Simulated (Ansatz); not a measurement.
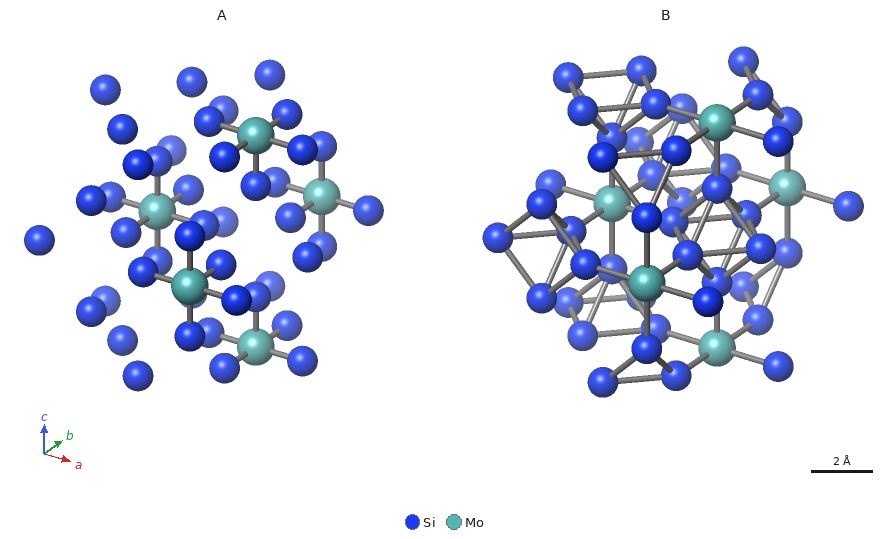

Two geometries of solid Si₆Mo (a generated structure, set up in Fm-3m) (coarse preliminary run), drawn at one scale. One is the start of a relaxation, the other its converged end. Style: ball-and-stick. Shown: the atoms within 5.8 Å of the atom that moves most (axes of the conventional cell (4 times the calculation's cell)), from a free direction. Lengths and directions refer to the drawn axes.

All numbers below come from Ansatz, DFT PBE, scalar-relativistic, plane waves, PAW. Set-up: plane-wave cutoff 420 eV; k-point mesh 4 × 4 × 4; occupations gaussian; smearing width 0.1 eV; no spin polarisation; cell and atoms relaxed; force threshold 0.04 eV/Å; at most 70 steps.

Which geometry has the lower energy?

Structure B is the relaxed one. The largest moves relative to the cell, 0.46 Å, are those of Si atoms. Mo stays in place. Cell: a = b = c 7.845 → 8.360 Å (+6.6 %). Volume +21.0 %. Among the contacts that change: Si–Si 2.628 → 3.445 Å, Mo–Si 1.858 → 2.436 Å, Si–Si 2.920 → 2.466 Å. The space group stays Fm-3m (No. 225). The energy falls by 22.733 eV per cell of the calculation in 5 accepted moves (6 points after the start). The largest force component goes from 18 to 0.0036 eV/Å. The pressure goes from 66.15 to −0.06 GPa. The SCF was repeated once at an unchanged geometry on a basis and grid sized afresh for the cell, which shifted the energy by 10.6 meV per cell of the calculation at most. Cost: 8 s on 1 thread of AMD EPYC 9R14 (Zen 4), on a shared host, peak memory 0.46 GiB.
